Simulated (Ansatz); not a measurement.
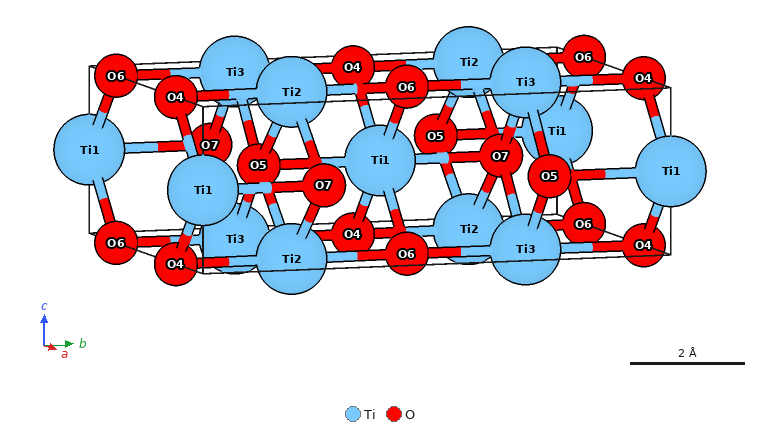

Fig. 1: The input geometry of the first run (ball-and-stick view of the cell 2 times as large as that of the calculation, set on its symmetry axes, seen slightly off an axis; atoms are numbered from 1 in the order of the input). An atom can appear more than once, as a periodic image. Near neighbours in the periodic cell (some may lie outside the picture): Ti has 6 O at 2.11 to 2.25 Å; O has 4 Ti at 2.11 to 2.18 Å; O has 5 Ti at 2.16 to 2.25 Å.

**Mending a single-point calculation on Ti3O4**

System: Ti3O4 (Cmmm, 7 atoms in the cell, total charge +10).
Method of the first run: DFT, PBEsol, plane waves, PAW, no spin polarisation (Ansatz 0.2.0).

The structure derives from a Materials Project entry. Some settings of this run were made unusual or wrong on purpose. Text and figures count atoms from 1; the logs count them from 0 in places.

Input file, the first run:
```yaml
crystal:
  lattice:
    - [3.1458415289, -4.352782342, 0.0]
    - [3.1458415289, 4.352782342, 0.0]
    - [0.0, 0.0, 2.9690273776]
  atoms:
    - { symbol: Ti, position: [0.0, 0.0, 0.5] }
    - { symbol: Ti, position: [0.5, 0.0, 0.0] }
    - { symbol: Ti, position: [0.0, 0.5, 0.0] }
    - { symbol: O, position: [0.7627833108, 0.7627833108, 0.0] }
    - { symbol: O, position: [0.2588765552, 0.7411234448, 0.5] }
    - { symbol: O, position: [0.2372166892, 0.2372166892, 0.0] }
    - { symbol: O, position: [0.7411234448, 0.2588765552, 0.5] }
basis:
  ecutwfc: 420
kpoints:
  mp_grid: { grid: [8, 8, 14] }
hamiltonian:
  xc: pbesol
scf:
  occupations: { method: gaussian, width: 0.15 }
  max_iter: 60
output:
  forces: true
  eigenvalues: true
  stress: true
total_charge: 10
```

Launched with:
```bash
ansatz run input.yaml --threads 2 --pin off --max-ram 5120MiB --backend cpu --events-out ev --progress --plain --runs-dir out
```

Hardware: 2 threads of Intel Xeon @ 2.50GHz (Skylake/Cascade Lake), 189 GiB of memory available, shared host.

Output, shortened to warnings, some set-up lines, iterations and results (the first run):
```
Basis set: ecut = 420 eV, 1589 PW (Γ), exchange–correlation on 72×72×40 points (8 copies of the dense FFT grid, shifted against one another)
Symmetry: 8 space group operations
k-points: 168 of 896
Initial density: superposition of atomic densities (neutral atoms scaled as one to the charged cell's electrons: chi_scale 0, normalization atom), corrected by the library's trained network
[...]
SCF iter   1: F=—  HF=-9807.151891 eV  |F-HF|=—  |Δ(HF+E_count)|=         —  Δρ=8.26e-1  dr2=7.35e2  ethr=1.77e-3  ⟨swp⟩=7.2  Hψ=27694  notcnv=0
SCF iter   2: F=—  HF=-9800.958936 eV  |F-HF|=—  |Δ(HF+E_count)|=    6.19e0  Δρ=5.11e-1  dr2=2.11e2  ethr=1.77e-3  ⟨swp⟩=11.3  Hψ=41830  notcnv=0  defer=129
SCF iter   3: F=—  HF=-9790.269830 eV  |F-HF|=—  |Δ(HF+E_count)|=    1.07e1  Δρ=3.87e-1  dr2=1.80e2  ethr=1.77e-3  ⟨swp⟩=9.5  Hψ=26015  notcnv=1  defer=124
SCF iter   4: F=—  HF=-9762.303040 eV  |F-HF|=—  |Δ(HF+E_count)|=    2.80e1  Δρ=1.70e-1  dr2=3.65e1  ethr=1.77e-3  ⟨swp⟩=7.4  Hψ=20123  notcnv=0  defer=105
SCF iter   5: F=—  HF=-9760.860948 eV  |F-HF|=—  |Δ(HF+E_count)|=    1.44e0  Δρ=2.80e-1  dr2=8.30e1  ethr=1.77e-3  ⟨swp⟩=5.5  Hψ=14345  notcnv=0  defer=44
[... 10 lines ...]
SCF iter  16: F=—  HF=-9754.254382 eV  |F-HF|=—  |Δ(HF+E_count)|=   2.74e-5  Δρ=1.85e-4  dr2=1.82e-5  ethr=5.15e-7  ⟨swp⟩=2.8  Hψ=7896  notcnv=0  defer=36
SCF iter  17: F=—  HF=-9754.254293 eV  |F-HF|=—  |Δ(HF+E_count)|=   8.93e-5  Δρ=5.84e-5  dr2=9.71e-7  ethr=3.64e-8  ⟨swp⟩=2.6  Hψ=8545  notcnv=0  defer=35
SCF iter  18: F=—  HF=-9754.254293 eV  |F-HF|=—  |Δ(HF+E_count)|=   9.81e-8  Δρ=1.80e-5  dr2=2.25e-7  ethr=1.94e-9  ⟨swp⟩=2.7  Hψ=9094  notcnv=0  defer=34
SCF iter  19: F=-9754.254293 eV  HF=-9754.254293 eV  |F-HF|=4.58e-9  |Δ(HF+E_count)|=   3.59e-9  Δρ=4.79e-6  dr2=8.63e-9  ethr=2.00e-10  ⟨swp⟩=19.0  Hψ=35793  notcnv=0
SCF 1 converged in 19 iterations: F = -9754.254293 eV  dr2 = 8.63e-9
SCF converged after 19 iterations
Free energy (F): -9754.254293 eV
Harris-Foulkes:  -9754.254293 eV  (|F-HF|=4.58e-9)
Internal energy: -9754.160201 eV  (E = F + TS)
E sigma→0 (E₀):  -9754.207247 eV
Entropy (-TS):   -0.094092 eV (-13.442 meV/atom)
Fermi energy:    4.858935 eV
--- Per-component energies (eV) ---
  E_band       = -775.295085
  E_kinetic    = 1295.026267
  E_local      = -3838.751877  (includes V_loc(G=0)·N_el)
  E_nonlocal   = 159.148504
  E_hartree    = 1397.125840
  E_xc         = -480.435400
  E_vxc        = -605.252329  (∫ρ·V_xc dr)
  E_paw        = -3621.332123  (= ΣΔE_a)
  E_vpaw       = -579.725327  (= ΣTr[D̂ρ^β])
  E_aug_tail   = 0.008073  (compensation charges beyond the density's cutoff)
  E_ewald      = -4665.508790
  E_core_change = 0.559305  (= ΣΔE_core)
  E_smearing   = -0.094092  (= −TS)
  E_closure    = -0.000000  (closes the sum)
  E_deformation_potential = 193.201655  (in the stress; not in F)
  Σ components = -9754.254293   (vs F -9754.254293, Δ=0.00e0)
--- Forces (eV/Å), atoms counted from 1 ---
  atom   1  Ti     0.00000000     0.00000000     0.00000000
  atom   2  Ti     0.00000000     0.00000000     0.00000000
  atom   3  Ti    -0.00000000     0.00000000     0.00000000
  atom   4  O     -2.15388541     0.00000000     0.00000000
  atom   5  O      0.00000000    -0.63979597     0.00000000
  atom   6  O      2.15388541     0.00000000     0.00000000
  atom   7  O      0.00000000     0.63979597     0.00000000
  max |Σ_I F_I| component: 0.00e0 eV/Å
--- Stress (GPa, compression-positive) ---
       58.894560       0.000000       0.000000
        0.000000      66.397662       0.000000
        0.000000       0.000000      96.780393
  P = ⅓ Tr σ = 74.0242 GPa (740.242 kbar)
```

**Diagnose this run and give a change of the input that cures it.**

A setting was made wrong on purpose: a charge that the system can't hold (`total_charge`). The cell cannot bind or give up so many electrons; the background charge dominates. The run converged all the same; its numbers are those of the faulty input and shouldn't be used. The cell is charged and computed with a neutralising background, so its energy and pressure depend on the cell and aren't those of a real crystal.

A run of the same system that converges differs from this input as follows (lines with − go, lines with + come):
```diff
-  max_iter: 60
-total_charge: 10
```

Output, shortened to warnings, some set-up lines, iterations and results (the second run):
```
Basis set: ecut = 420 eV, 1589 PW (Γ), exchange–correlation on 72×72×40 points (8 copies of the dense FFT grid, shifted against one another)
Symmetry: 8 space group operations
k-points: 168 of 896
Initial density: superposition of atomic densities (neutral atoms: chi_scale 0, normalization atom), corrected by the library's trained network
[...]
SCF iter   1: F=—  HF=-9673.775467 eV  |F-HF|=—  |Δ(HF+E_count)|=         —  Δρ=1.87e-2  dr2=2.31e-1  ethr=1.77e-3  ⟨swp⟩=4.6  Hψ=23629  notcnv=0
SCF iter   2: F=—  HF=-9673.755058 eV  |F-HF|=—  |Δ(HF+E_count)|=   2.04e-2  Δρ=1.59e-2  dr2=1.36e-1  ethr=3.84e-4  ⟨swp⟩=2.0  Hψ=11653  notcnv=0  defer=107
SCF iter   3: F=—  HF=-9673.720034 eV  |F-HF|=—  |Δ(HF+E_count)|=   3.50e-2  Δρ=9.63e-4  dr2=7.21e-4  ethr=2.27e-4  ⟨swp⟩=2.0  Hψ=10189  notcnv=0  defer=107
SCF iter   4: F=—  HF=-9673.719984 eV  |F-HF|=—  |Δ(HF+E_count)|=   5.01e-5  Δρ=2.19e-4  dr2=2.83e-5  ethr=1.20e-6  ⟨swp⟩=2.0  Hψ=8825  notcnv=0  defer=107
SCF iter   5: F=—  HF=-9673.719923 eV  |F-HF|=—  |Δ(HF+E_count)|=   6.09e-5  Δρ=5.25e-5  dr2=1.74e-6  ethr=4.71e-8  ⟨swp⟩=2.0  Hψ=8722  notcnv=0  defer=107
SCF iter   6: F=—  HF=-9673.719923 eV  |F-HF|=—  |Δ(HF+E_count)|=   4.74e-7  Δρ=2.05e-5  dr2=2.69e-7  ethr=2.91e-9  ⟨swp⟩=2.0  Hψ=8959  notcnv=0  defer=107
SCF iter   7: F=-9673.719923 eV  HF=-9673.719923 eV  |F-HF|=3.88e-9  |Δ(HF+E_count)|=   2.66e-9  Δρ=3.89e-6  dr2=7.32e-9  ethr=1.67e-10  ⟨swp⟩=8.5  Hψ=24206  notcnv=0
SCF 1 converged in 7 iterations: F = -9673.719923 eV  dr2 = 7.32e-9
SCF converged after 7 iterations
Free energy (F): -9673.719923 eV
Harris-Foulkes:  -9673.719923 eV  (|F-HF|=3.88e-9)
Internal energy: -9673.673014 eV  (E = F + TS)
E sigma→0 (E₀):  -9673.696469 eV
Entropy (-TS):   -0.046909 eV (-6.701 meV/atom)
Fermi energy:    11.917383 eV
--- Per-component energies (eV) ---
  E_band       = -545.800400
  E_kinetic    = 1502.349690
  E_local      = -4071.015816  (includes V_loc(G=0)·N_el)
  E_nonlocal   = 217.434895
  E_hartree    = 1594.597428
  E_xc         = -579.533314
  E_vxc        = -736.022584  (∫ρ·V_xc dr)
  E_paw        = -3672.566341  (= ΣΔE_a)
  E_vpaw       = -647.751920  (= ΣTr[D̂ρ^β])
  E_aug_tail   = 0.009929  (compensation charges beyond the density's cutoff)
  E_ewald      = -4665.508790
  E_core_change = 0.559305  (= ΣΔE_core)
  E_smearing   = -0.046909  (= −TS)
  E_closure    = -0.000000  (closes the sum)
  Σ components = -9673.719923   (vs F -9673.719923, Δ=0.00e0)
--- Forces (eV/Å), atoms counted from 1 ---
  atom   1  Ti     0.00000000     0.00000000     0.00000000
  atom   2  Ti    -0.00000000     0.00000000     0.00000000
  atom   3  Ti     0.00000000     0.00000000     0.00000000
  atom   4  O      1.37302587     0.00000000     0.00000000
  atom   5  O      0.00000000     1.04522628     0.00000000
  atom   6  O     -1.37302587     0.00000000     0.00000000
  atom   7  O      0.00000000    -1.04522628     0.00000000
  max |Σ_I F_I| component: 0.00e0 eV/Å
--- Stress (GPa, compression-positive) ---
      -26.659775       0.000000       0.000000
        0.000000     -33.522896       0.000000
        0.000000       0.000000     -17.210368
  P = ⅓ Tr σ = -25.7977 GPa (-257.977 kbar)
```

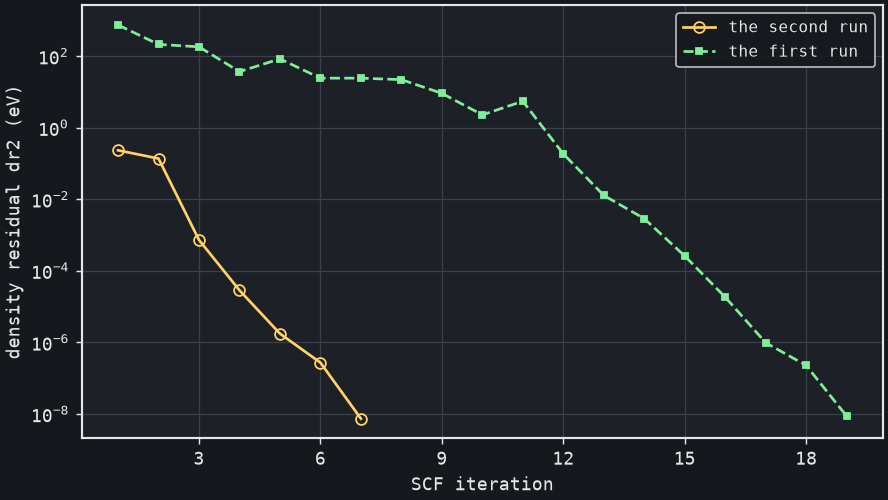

Fig. 2: Convergence of the two runs: density residual dr2 against the SCF iteration. The second run takes 7 iterations in all, and the first run takes 19.

The two runs side by side:

| quantity | the first run | the second run |
| --- | --- | --- |
| outcome | converged | converged |
| free energy per atom (eV) | −1393.4649 | −1381.9600 |
| energy per atom, smearing taken to zero (eV) | −1393.4582 | −1381.9566 |
| gap on the mesh (eV) | 0.00 | 0.00 |
| pressure (GPa) | 74.02 | −25.80 |
| largest force (eV/Å) | 2.154 | 1.373 |
| SCF iterations | 19 | 7 |
| irreducible k-points | 168 | 168 |
| plane waves at Γ | 1589 | 1589 |
| wall time (shared host) | 64 s | 28 s |

The total energies belong to different systems, so their difference says nothing on which is more stable or more accurate. The pressure goes from 74.02 to −25.80 GPa. The largest force goes from 2.154 to 1.373 eV/Å. A charged cell is computed with a uniform neutralising background, so its energy and pressure depend on the cell and aren't those of a real crystal. The SCF takes 7 iterations against 19. On the same kind of shared host the second run took about 0.43 times as long.
